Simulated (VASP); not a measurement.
```yaml
crystal:
  lattice:
    - [4.62000, 0.00000, 0.00000]
    - [0.00000, 4.62000, 0.00000]
    - [0.00000, 0.00000, 4.62000]
  atoms:
    - { symbol: Hf, position: [0.50000, 0.00000, 0.00000] }
    - { symbol: Hf, position: [0.00000, 0.50000, 0.00000] }
    - { symbol: Hf, position: [0.00000, 0.00000, 0.50000] }
    - { symbol: Hf, position: [0.50000, 0.50000, 0.50000] }
    - { symbol: B, position: [0.00000, 0.00000, 0.00000] }
    - { symbol: B, position: [0.50000, 0.50000, 0.00000] }
    - { symbol: B, position: [0.50000, 0.00000, 0.50000] }
    - { symbol: B, position: [0.00000, 0.50000, 0.50000] }
```

Space group Fm-3m; computed pressure about 34 GPa in this cell.

Computed with Kohn-Sham DFT of a periodic cell, revPBE, VASP PAW PBE potentials, recommended (VASP).

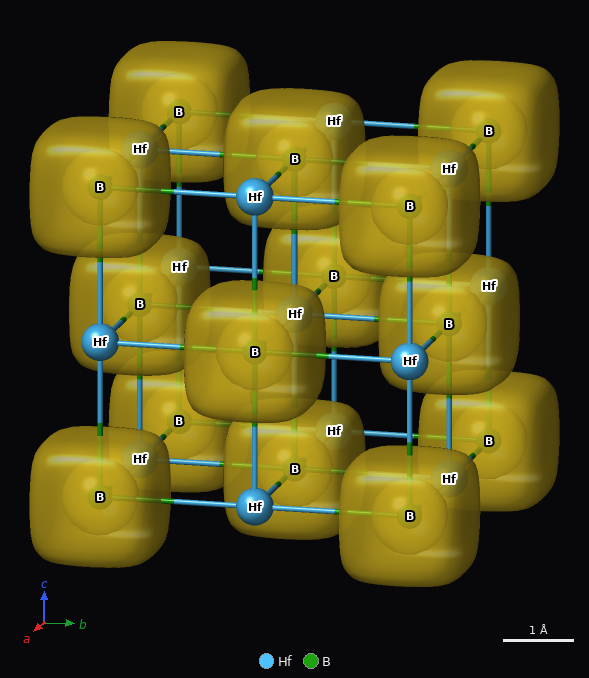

HfB. Isosurface of the ELF at 0.6 (yellow), seen slightly off an axis. Core shells and regions of very low density are left out. Sticks mark near contacts.

In a PAW calculation such maps are meaningful between the atoms, not at the nuclei.

Describe the localisation domains.

The ELF exceeds this value in four regions wrapped around B (the valence shell of each), counted in one cell of 8 atoms. Regions shared between cells count once.

Values along the shortest contacts:
Hf–B (2.31 Å): the ELF peaks at about 0.70 in the valence shell of B, 0.8 Å from its nucleus, and is about 0.30 at the midpoint.
